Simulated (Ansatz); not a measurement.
System: Ti, space group Fm-3m (No. 225) (one of a set of cubic test structures, which need not be the stable phase).

Calculation (Ansatz 0.2.0 development build): equation of state of a cubic crystal from periodic Kohn-Sham density functional theory without spin, third-order Birch-Murnaghan fit to the free energies; pressure corrected for the finite basis. Level: r2SCAN.

structure type fcc; atoms in cell 1; space group number 225; lattice centring face-centred primitive; k mesh 14×14×14; occupation method Fermi–Dirac; occupation width 0.1 eV; wave cutoff 500 eV; datasets soft-1 PAW; density tolerance 1e−07 eV; bands 10; density cutoff ratio 4; search for lower states default.

Predict the energy above the lowest point and pressure against volume. The volume takes the values 16.00, 16.53, 17.05, 17.57, 18.09 Å³/atom.

A third-order Birch–Murnaghan fit gives V0 = 17.40 Å³/atom, B0 = 111 GPa and B′ = 3.2. The energy above the lowest point is 43.1 meV/atom at volume 16.00 Å³/atom and 8.5 meV/atom at 18.09 Å³/atom; the lowest computed point is at volume 17.57 Å³/atom (0.0 meV/atom). The pressure falls from 10.6 GPa at volume 16.00 Å³/atom to −4.1 GPa at 18.09 Å³/atom, and changes sign near 17.41 Å³/atom.

```tsv
volume (Å³/atom)	energy above the lowest point (meV/atom)	pressure (GPa)
16.00	43.1	10.6
16.53	15.8	6.2
17.05	2.0	2.4
17.57	0.0	-1.1
18.09	8.5	-4.1
```

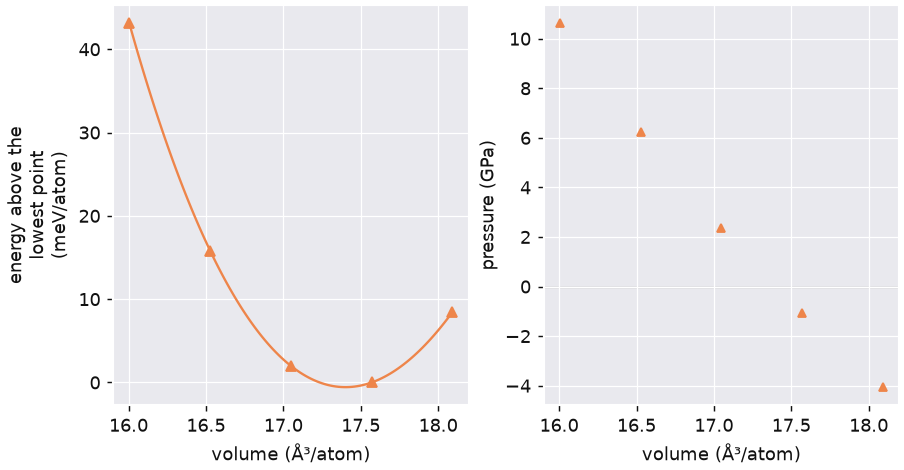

Limits of the calculation: cubic model structure, not the ambient form; modest k-mesh, values are not fully converged in k.
